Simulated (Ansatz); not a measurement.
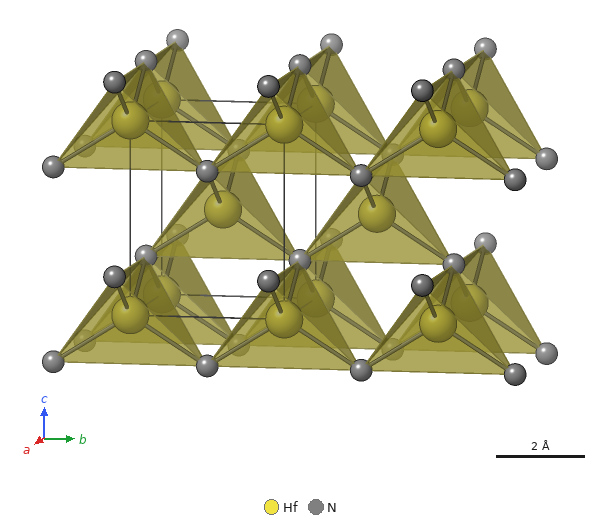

Fig. 1: The structure (polyhedral view of the cell 2 times as large as that of the calculation, set on its symmetry axes, repeated 1 × 2 × 1, seen slightly off an axis; polyhedra are completed across the faces of the cell). An atom can appear more than once, as a periodic image.

**Single-point calculation, with input and output: HfN**

The run: single-point calculation of HfN (I-4m2, 2 atoms in the cell). Method and program: DFT PBEsol, scalar-relativistic, plane waves, PAW, no spin polarisation (Ansatz 0.2.0).

The structure derives from a Materials Project entry. It belongs to a series of runs on one base structure; here: strain +0.040 along x and y, -0.080 along z, atoms carried along.

Input file:
```yaml
crystal:
  lattice:
    - [0.0, 2.55301488, 2.25843624]
    - [2.55301488, 0.0, 2.25843624]
    - [2.55301488, 2.55301488, 0.0]
  atoms:
    - { symbol: Hf, position: [0.0, 0.0, 0.0] }
    - { symbol: "N", position: [0.75, 0.75, 0.75] }
basis:
  ecutwfc: 420
kpoints:
  mp_grid: { grid: [16, 16, 16] }
hamiltonian:
  xc: pbesol
scf:
  occupations: { method: gaussian, width: 0.15 }
output:
  forces: true
  stress: true
  eigenvalues: true
  write_density: true
  write_potential: true
  elf: true
  volumetric_format: npy
```

Launch command:
```bash
ansatz run input.yaml --threads 1 --pin off --max-ram 2560MiB --backend cpu --events-out ev --progress --plain --runs-dir out
```

Log:
```
Engine: ansatz 0.2.0, x86_64-unknown-linux-gnu
Pseudopotentials: kind: paw
Pseudopotential: Hf, paw, valence charge 26, recommended cutoff 420 eV (normal), Hf.paw.azcp
Pseudopotential: N, paw, valence charge 5, recommended cutoff 420 eV (normal), N.paw.azcp
Functional definition: PBEsol
  exchange = pbesol_x
  correlation = pbesol_c
Crystal: 2 atoms, lattice volume = 29.440 Å³
Basis set: ecut = 420 eV, 587 PW (Γ), exchange–correlation on 48×48×50 points (8 copies of the dense FFT grid, shifted against one another)
Bands: 20, of which v1, the nominal top of the filled ones, is band 16 counted from 1 (15 counted from 0)
Symmetry: 8 space group operations
Space group: I-4m2 (ITA 119), of the structure as read, at distance tolerance 3.1e-5 Å
k-points: 349 of 4096 (time reversal used)
Non-local potential: Hf, projectors of the file, l = 0: 3, l = 1: 2, l = 2: 2, l = 3: 3
Non-local potential: N, projectors of the file, l = 0: 2, l = 1: 2, l = 2: 1
PAW form: soft (Blöchl's): semilocal exchange-correlation on the pseudo side does not see the compensation charge
PAW frozen core: Hf, regenerated for the run's functional, and the local potential with it (the file was generated under x = pbe(κ = 0.804, μ = 0.2195149727645171), c = pbe(β = 0.06672455060314922))
PAW frozen core: N, regenerated for the run's functional, and the local potential with it (the file was generated under x = pbe(κ = 0.804, μ = 0.2195149727645171), c = pbe(β = 0.06672455060314922))
PAW one-centre angular grid: Hf, 590 points (default); XC on 64 Gauss nodes
PAW one-centre angular grid: N, 110 points (default); XC on 64 Gauss nodes
Initial density: superposition of atomic densities (neutral atoms: chi_scale 0, normalization atom), corrected by the library's trained network
Initial wavefunctions: pseudopotential atomic-orbital guess
Functional: x = pbesol(κ = 0.804, μ = 0.12345679012345678), c = pbesol(β = 0.046)
SCF iter   1: F=—  HF=-15979.467947 eV  |F-HF|=—  |Δ(HF+E_count)|=         —  Δρ=1.70e-2  dr2=9.33e-2  ethr=1.77e-3  ⟨swp⟩=4.2  Hψ=26839  notcnv=0
preconditioner: auto → Kerker (q_TF=auto, 2.752 Å⁻¹)  [metal: Δε(μ)=0.018 eV  Ē_g=18.220 eV  σ=0.150 eV  W_gap=0.07  n_scr=12 (ndim 8)  ℏωp=36.9 eV  f_vac=0.002  D(μ)=0.63/eV (n_scr^D=0)]
SCF iter   2: F=—  HF=-15979.446630 eV  |F-HF|=—  |Δ(HF+E_count)|=   2.13e-2  Δρ=3.32e-3  dr2=3.33e-3  ethr=3.01e-4  ⟨swp⟩=1.4  Hψ=9986  notcnv=0  defer=34
SCF iter   3: F=—  HF=-15979.446413 eV  |F-HF|=—  |Δ(HF+E_count)|=   2.16e-4  Δρ=1.65e-3  dr2=6.08e-4  ethr=1.07e-5  ⟨swp⟩=2.8  Hψ=11120  notcnv=0  defer=34
SCF iter   4: F=—  HF=-15979.446516 eV  |F-HF|=—  |Δ(HF+E_count)|=   1.03e-4  Δρ=7.38e-4  dr2=1.66e-4  ethr=1.96e-6  ⟨swp⟩=2.0  Hψ=11345  notcnv=0  defer=34
SCF iter   5: F=—  HF=-15979.446425 eV  |F-HF|=—  |Δ(HF+E_count)|=   9.06e-5  Δρ=2.85e-4  dr2=2.67e-5  ethr=5.37e-7  ⟨swp⟩=2.4  Hψ=12551  notcnv=0  defer=34
SCF iter   6: F=—  HF=-15979.446429 eV  |F-HF|=—  |Δ(HF+E_count)|=   3.94e-6  Δρ=1.01e-4  dr2=3.02e-6  ethr=8.62e-8  ⟨swp⟩=2.1  Hψ=11595  notcnv=0  defer=34
SCF iter   7: F=—  HF=-15979.446429 eV  |F-HF|=—  |Δ(HF+E_count)|=   4.50e-7  Δρ=2.86e-5  dr2=1.82e-7  ethr=9.75e-9  ⟨swp⟩=2.0  Hψ=10833  notcnv=0  defer=34
SCF iter   8: F=-15979.446429 eV  HF=-15979.446429 eV  |F-HF|=4.93e-9  |Δ(HF+E_count)|=   1.34e-7  Δρ=6.73e-6  dr2=1.27e-8  ethr=3.23e-10  ⟨swp⟩=9.9  Hψ=46888  notcnv=0
SCF 1 converged in 8 iterations: F = -15979.446429 eV  dr2 = 1.27e-8
  Residual-converged pass: ⟨swp⟩=1.0  Hψ=8380  notcnv=0  max |occ|·‖R‖ = 7.1e-9 eV (tolerance 1.0e-8 eV)  dr2=1.27e-8  dr2_onsite=2.35e-8  max |Δocc| = 4.8e-11
  greatest PAW one-centre occupation: 0.998 electrons in one spin orbital (limit 2), on the Hf atom at site 0 (counted from 0), in its partial waves of l = 3
SCF converged after 8 iterations
Free energy (F): -15979.446429 eV
Harris-Foulkes:  -15979.446429 eV  (|F-HF|=4.93e-9)
Internal energy: -15979.439427 eV  (E = F + TS)
E sigma→0 (E₀):  -15979.442928 eV
Entropy (-TS):   -0.007002 eV (-3.501 meV/atom)
Fermi energy:    17.839709 eV
--- Per-component energies (eV) ---
  E_band       = 4.253002
  E_kinetic    = 552.843078
  E_local      = -5630.821005  (includes V_loc(G=0)·N_el)
  E_nonlocal   = -1192.280550
  E_hartree    = 2607.666333
  E_xc         = -356.862694
  E_vxc        = -341.556157  (∫ρ·V_xc dr)
  E_paw        = -6929.612405  (= ΣΔE_a)
  E_vpaw       = 1400.736823  (= ΣTr[D̂ρ^β])
  E_aug_tail   = 0.000089  (compensation charges beyond the density's cutoff)
  E_ewald      = -5031.651463
  E_core_change = 1.279190  (= ΣΔE_core)
  E_smearing   = -0.007002  (= −TS)
  E_closure    = -0.000000  (closes the sum)
  Σ components = -15979.446429   (vs F -15979.446429, Δ=0.00e0)
--- Forces (eV/Å), atoms counted from 1 ---
  atom   1  Hf    -0.00000000     0.00000000    -0.00000000
  atom   2  N      0.00000000     0.00000000     0.00000000
  max |Σ_I F_I| component: 1.67e-16 eV/Å
--- Stress (GPa, compression-positive) ---
       -9.947804       0.000000      -0.000000
       -0.000000      -9.947804       0.000000
        0.000000       0.000000       4.877476
  P = ⅓ Tr σ = -5.0060 GPa (-50.060 kbar)
--- Band table (eV; the first three rows and the last of 349) ---
  k-point 0: bands = ["-44.6956", "-13.2877", "-13.2601", "-13.2601", "1.5555", "5.3520", "5.3520", "5.3567", "5.4206", "5.4206", "5.4297", "5.4966", "12.3320", "12.3320", "12.6057", "17.0676", "19.1972", "20.6724", "23.6833", "23.6833"]
  k-point 1: bands = ["-44.6948", "-13.2992", "-13.2691", "-13.2638", "1.6032", "5.3521", "5.3530", "5.3576", "5.4190", "5.4201", "5.4285", "5.4986", "12.2662", "12.3546", "12.6025", "17.2828", "19.1591", "20.5824", "23.6842", "23.7939"]
  k-point 2: bands = ["-44.6924", "-13.3481", "-13.2783", "-13.2744", "1.7373", "5.3523", "5.3560", "5.3603", "5.4146", "5.4179", "5.4262", "5.5038", "12.0620", "12.4152", "12.6674", "17.8314", "19.0873", "20.3848", "23.5963", "24.0605"]
  k-point 348: bands = ["-44.6605", "-13.7440", "-13.4773", "-13.4773", "2.9526", "5.3777", "5.3820", "5.3820", "5.4009", "5.4055", "5.4055", "5.4660", "11.0511", "13.9815", "13.9815", "17.2251", "19.9996", "21.7913", "22.3871", "22.3871"]
```

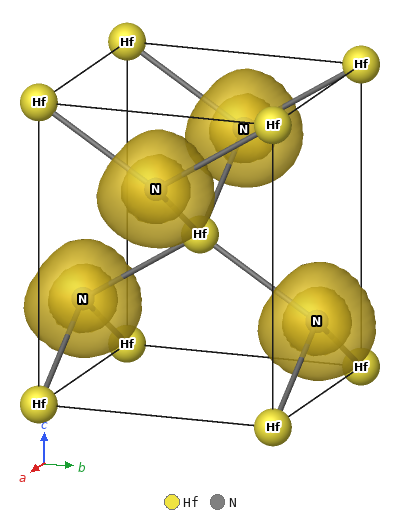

Fig. 2: Isosurface of the electron localisation function at 0.75 (yellow), seen slightly off an axis. Only the valence region is drawn (cores and ρ < 0.01 e/Å³ removed). Sticks mark near contacts. The outline is the cell set on symmetry axes. Along the contacts the grid gives the following. Hf–N (2.13 Å): the ELF peaks at about 0.80 in the valence shell of N, 0.6 Å from its nucleus, and drops to about 0.20 between the two atoms (a polar contact without a shared pair, in a metal). The fields are those of the smooth PAW valence density.

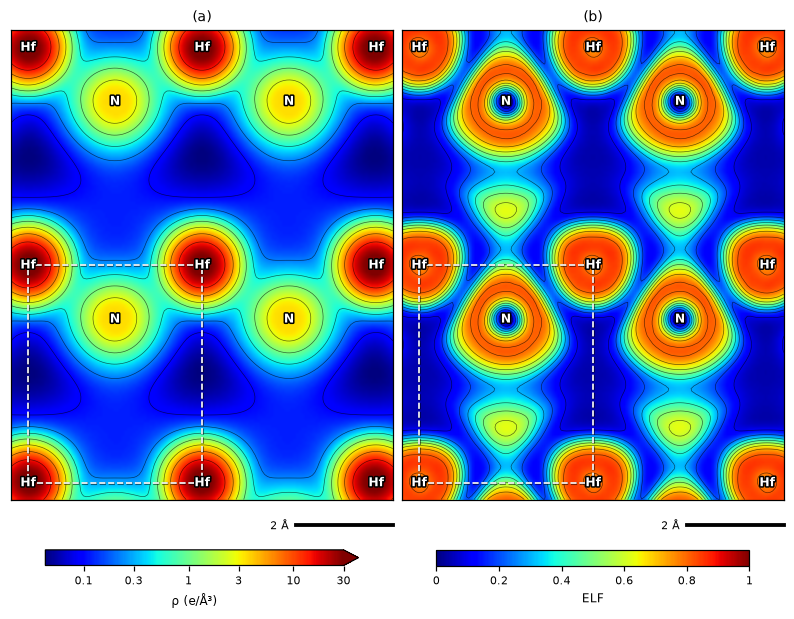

Fig. 3: (a) valence pseudo-density; (b) electron localisation function on the (100) plane of the conventional cell. Atoms in the plane: Hf and N. Hf–N (2.13 Å): the density is about 0.74 e/Å³ at the midpoint; the ELF peaks at about 0.80 in the valence shell of N, 0.6 Å from its nucleus, and drops to about 0.20 between the two atoms; a polar contact without a shared pair, in a metal. Away from the nuclei the density in this plane falls to 0.04 e/Å³ at its lowest. 5. The strong features right at Hf lie inside the PAW spheres (semicore, d or f shells) and say nothing about bonding.

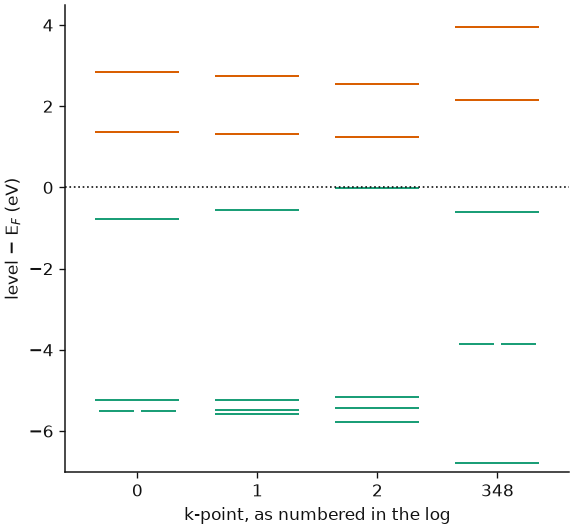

Fig. 4: Kohn–Sham levels near the Fermi level (dotted) at the few k-points that the log prints; levels within 0.02 eV of each other stand side by side. The system is metallic on the full mesh.

Key numbers:

| quantity | value |
| --- | --- |
| outcome | converged |
| space group (tolerance 0.01 Å) | I-4m2 (119) |
| electrons treated | 31 |
| free energy | −15979.4464 eV |
| Fermi energy | 17.840 eV |
| gap on the k-point mesh | none (metallic) |
| pressure | −5.01 GPa |
| largest force (length of the vector) | under 0.001 eV/Å |
| hardware | 1 thread of Intel Xeon @ 2.70GHz, 189 GiB of memory available, shared host |
| wall time | 21 s |
| peak memory | 0.5 GiB |

Notes:

Spin–orbit coupling is left out, which matters for Hf. The cell holds an odd number of electrons but the run has no spin polarisation, so a band is left half filled.
